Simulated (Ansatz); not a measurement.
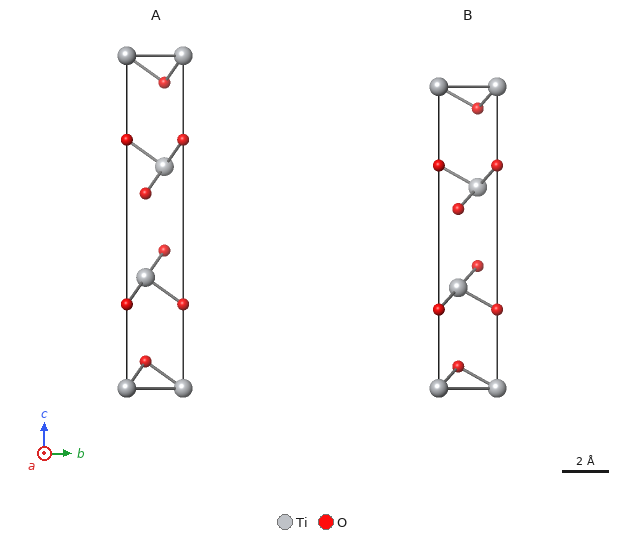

Two geometries of a crystal of TiO2 (set up in R-3m) (coarse preliminary run), drawn at one scale. One is the start of a relaxation, the other its converged end. A ball-and-stick model of the conventional cell (3 times the calculation's cell), seen along the a axis. Lengths and directions refer to the drawn axes.

Level of theory: DFT PBE+D3(BJ), scalar-relativistic, plane waves, PAW in Ansatz. (plane-wave cutoff 420 eV; k-point mesh 9 × 9 × 9; occupations gaussian; smearing width 0.1 eV; no spin polarisation; cell and atoms relaxed; force threshold 0.05 eV/Å; at most 60 steps)

> Which one is relaxed?

Structure B is the relaxed one. Case: 2 of 2 Li taken out, relaxed. The largest moves relative to the cell, 0.12 Å, are those of O atoms. Ti stays in place. The drawn cell changes as follows: a = b 2.879 → 2.978 Å (+3.5 %), c 14.715 → 13.344 Å (−9.3 %); the volume changes by −2.9 %. Among the contacts that change: Ti–Ti 2.879 → 2.978 Å, O–Ti 2.044 → 1.971 Å. Among the angles between lasting bonds that change: Ti–O–Ti 89.5° → 98.2°. The space group stays R-3m (No. 166). After 4 accepted moves (6 points after the start) the energy has fallen by 263 meV per atom. The largest force component goes from 3.4 to 0.018 eV/Å. Pressure: −12.27 GPa at the start and 0.05 GPa at the end. The SCF was repeated twice at an unchanged geometry on a basis and grid sized afresh for the cell, which shifted the energy by 1.4 meV per atom at most.
